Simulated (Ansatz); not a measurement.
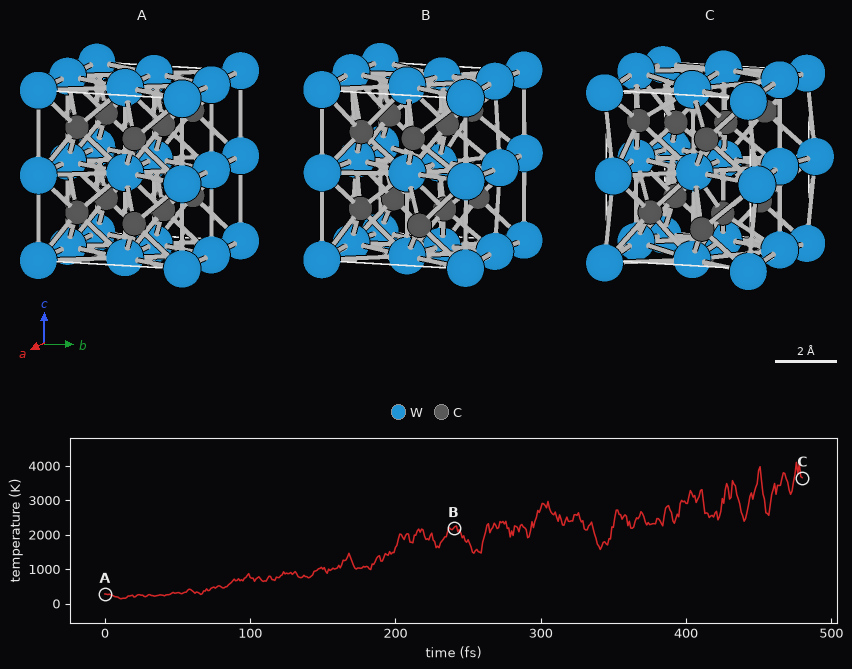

Molecular dynamics of a 16-atom cell of WC (set up in P-6m2), 480 fs long. The cell was cut from the crystal with space group P-6m2. Frames (A at 0 fs, B at 240 fs, C at 480 fs) and the history of the run. Style: ball-and-stick. Shown: the simulation cell, slightly off an axis. Bonds to atoms that aren't drawn are left out.

These are results of DFT PBE, scalar-relativistic, plane waves, PAW (Ansatz 0.2.0), not measurements. Set-up: plane-wave cutoff 420 eV; k-point mesh 3 × 3 × 3; Fermi-Dirac smearing 0.3 eV; low-accuracy preset; volume 1.05 times that of the relaxed crystal; Langevin thermostat (NVT); set temperature 300 K, then to 3500 K over 480 steps; time step 1 fs; friction 0.02 per fs.

Input
```yaml
accuracy: low
crystal:
  lattice:
    - [-2.900765, -5.024272, 0.0]
    - [4.351147, -2.512136, 0.0]
    - [0.0, 0.0, 5.694056]
  atoms:
    - { symbol: W, position: [0.75, 0.5, 0.0] }
    - { symbol: C, position: [0.5, 0.6666667, 0.25] }
    - { symbol: W, position: [0.75, 0.5, 0.5] }
    - { symbol: C, position: [0.5, 0.6666667, 0.75] }
    - { symbol: W, position: [0.5, 0.0, 0.0] }
    - { symbol: C, position: [0.25, 0.1666667, 0.25] }
    - { symbol: W, position: [0.5, 0.0, 0.5] }
    - { symbol: C, position: [0.25, 0.1666667, 0.75] }
    - { symbol: W, position: [0.25, 0.5, 0.0] }
    - { symbol: C, position: [0.0, 0.6666667, 0.25] }
    - { symbol: W, position: [0.25, 0.5, 0.5] }
    - { symbol: C, position: [0.0, 0.6666667, 0.75] }
    - { symbol: W, position: [0.0, 0.0, 0.0] }
    - { symbol: C, position: [0.75, 0.1666667, 0.25] }
    - { symbol: W, position: [0.0, 0.0, 0.5] }
    - { symbol: C, position: [0.75, 0.1666667, 0.75] }
basis:
  ecutwfc: 420.0
kpoints:
  mp_grid: { grid: [3, 3, 3] }
hamiltonian:
  xc: pbe
scf:
  occupations: { method: fermi_dirac, width: 0.3 }
  lower_state_search: "off"
md:
  timestep: 1
  n_steps: 480
  ensemble: nvt_langevin
  temperature: 300.0
  initial_velocities: maxwell_boltzmann
  seed: 405464
  friction: 0.02
  temperature_schedule: [{ n_steps: 480, end_temperature: 3500.0 }]
```

Run as
```bash
ansatz run input.yaml --threads 2 --pin off --max-ram 5120MiB --backend cpu --events-out ev --progress --plain --runs-dir out
```

Question: Describe the run.

Answer: In the second half of the run the atoms are, in the root-mean-square, this far from where they began (common drift taken out): C 0.21 Å, W 0.14 Å. The integration has become unstable, so these distances have no physical meaning. The temperature peaks at 4104 K, at 476 fs, and is 3660 K at the end.

Limits of the set-up: the k-point mesh is coarse for a cell with partly filled bands; the program's low-accuracy preset was used.

Cost: 41 min on 2 threads of Intel(R) Xeon(R) Platinum 8488C (Sapphire Rapids) (shared host), peak memory 0.74 GiB.
